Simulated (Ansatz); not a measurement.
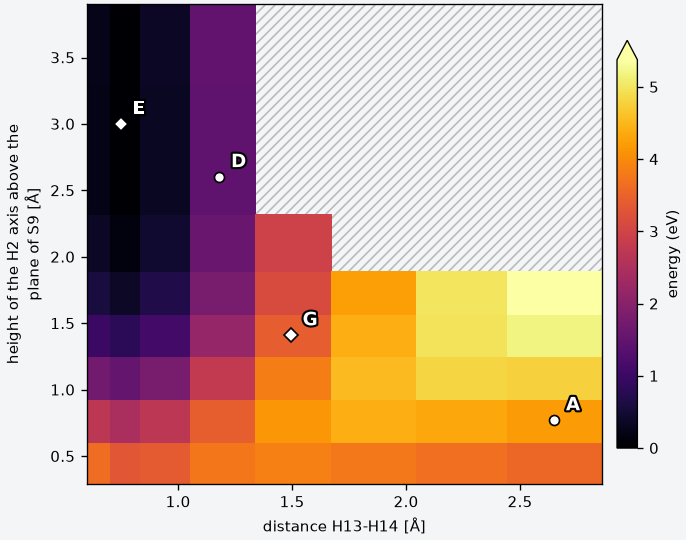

H₂ on a two-dimensional sheet of ZrS₂ (12 atoms of substrate and one adsorbate in a 2 × 2 cell). H2 lies flat over one site of a rigid substrate while its bond length and height are varied; it sits over a bridge site, heights counted from the top plane, its axis along a direction equivalent to the long diagonal of the hexagonal surface cell. First axis: distance H13-H14. Second axis: height of the H2 axis above the plane of S9. Grid: 8 × 9 points. At 15 points there is no value (left out: too close to the surface, or the stretched molecule far from it). Points are written as (first, second). Energies are in eV, from the lowest grid point. The calculation used DFT PBE+D3(BJ), scalar-relativistic, plane waves, PAW (Ansatz 0.2.0). Settings: cutoff 420 eV, k-mesh 6×6×1, gaussian smearing 0.05 eV, no spin polarisation.

In the figure: one coloured cell a grid point, one colour for all values above the top of the scale, hatched blanks where no value was computed, lettered points.

> Is E the lowest point of the computed grid?

Yes. E, at (0.750 Å, 3.00 Å), has the lowest energy of the grid.

> Rank the lettered points by energy, lowest first.

E (0.00 eV), D (1.46 eV), G (3.42 eV), A (4.18 eV).

PAW datasets: the set soft_1.
